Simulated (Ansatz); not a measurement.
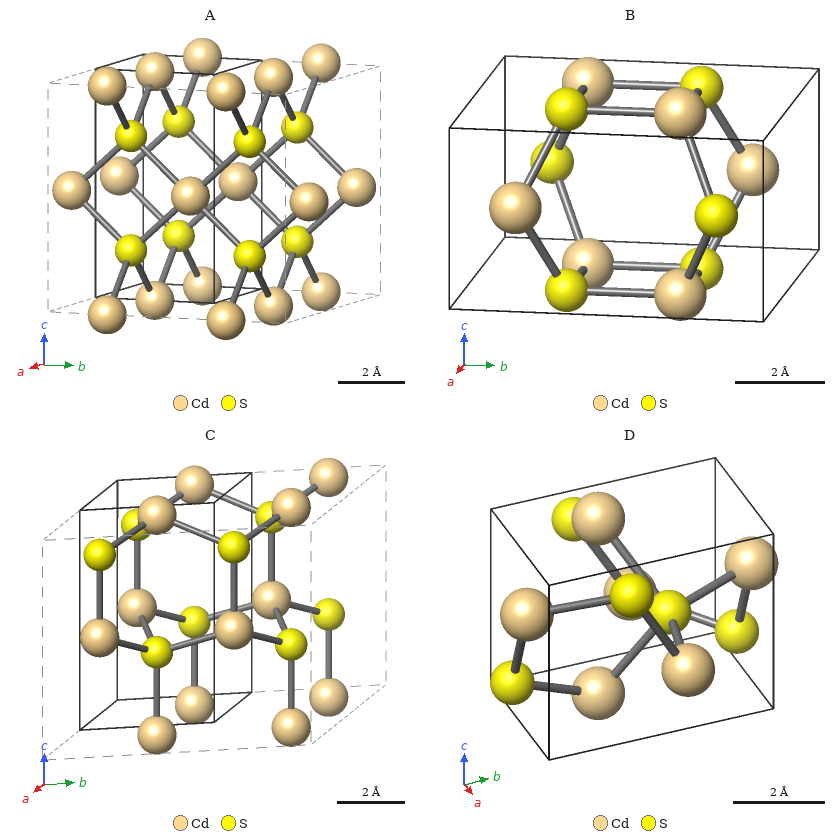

Four structures of CdS, each relaxed to rest (conventional cells in solid outline, small ones repeated, each panel with its own scale). Method: Ansatz, DFT PBE, scalar-relativistic, plane waves, PAW, without spin polarisation.

**What are the structures shown?**

A: 4 atoms a cell on a primitive tetragonal lattice, P4_2/mmc; B: 8 atoms a cell on a primitive tetragonal lattice, P4_2/mnm; C: wurtzite, P6_3mc; D: 6 atoms a cell on a primitive hexagonal lattice, P3_221.

**Which of these is lowest in energy, and how far above it do the others lie?**

C, then B (+29 meV/atom), D (+77 meV/atom) and A (+316 meV/atom), energies at zero smearing.

**Collect the results in a table.**

| panel | structure | E − E(lowest) (meV/atom) | volume (Å³/atom) | gap (eV) |
| --- | --- | --- | --- | --- |
| C | P6_3mc | 0 | 26.1 | 1.11 |
| B | P4_2/mnm | 29 | 27.4 | 1.20 |
| D | P3_221 | 77 | 25.2 | 0.98 |
| A | P4_2/mmc | 316 | 26.7 | metal |

Some of these may be structure types tried for this composition rather than known phases, and the most stable form need not be among them. Gaps are taken on the k-mesh or band path of each run.
